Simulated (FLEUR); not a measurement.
System: rocksalt PbTe, space group Fm-3m (No. 225), 2 atoms in the primitive cell.

```cif
data_structure
_symmetry_space_group_name_H-M 'P 1'
_symmetry_Int_Tables_number 1
_cell_length_a 4.5693
_cell_length_b 4.5693
_cell_length_c 4.5693
_cell_angle_alpha 60.000
_cell_angle_beta 60.000
_cell_angle_gamma 60.000
_cell_volume 67.46
loop_
_atom_site_label
_atom_site_type_symbol
_atom_site_fract_x
_atom_site_fract_y
_atom_site_fract_z
_atom_site_occupancy
Pb1 Pb 0.00000 0.00000 0.00000 1
Te1 Te 0.50000 0.50000 0.50000 1
```

FLEUR; r2SCAN, all-electron, no spin polarisation, no spin-orbit coupling, 7×7×7 k mesh, Fermi-Dirac smearing of 0.05 eV.

What does the calculation give for the electronic structure? The path is Γ–X–W–K–Γ–L–U–W–L–K|U–X.

The bands leave a gap. The gap along this path is 1.02 eV and direct: both edges lie at L. The top valence level at L is a single band, not degenerate (spin aside). The top valence band spans 3.0 eV and the lowest conduction band 3.3 eV. The direct gaps are 6.54 eV at X, 5.86 eV at Γ and 6.03 eV at U.

The meta-GGA is that of a development version, with a GGA for the radial functions and cores and without core tails. Spin-orbit coupling is left out, which matters for Pb and Te.

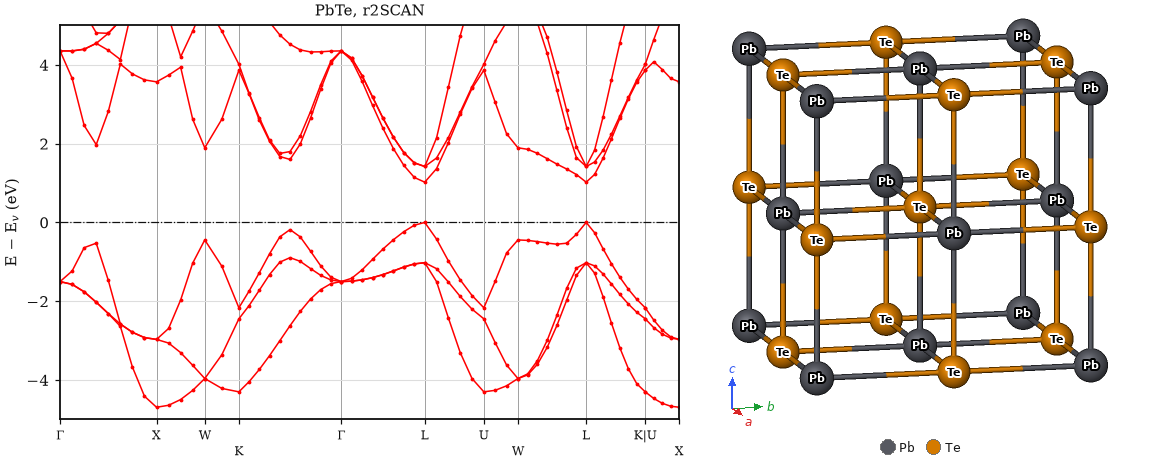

Band structure, beside the structure. Energies are counted from the top of the valence band. The path has few k points, so lines between them are rough.
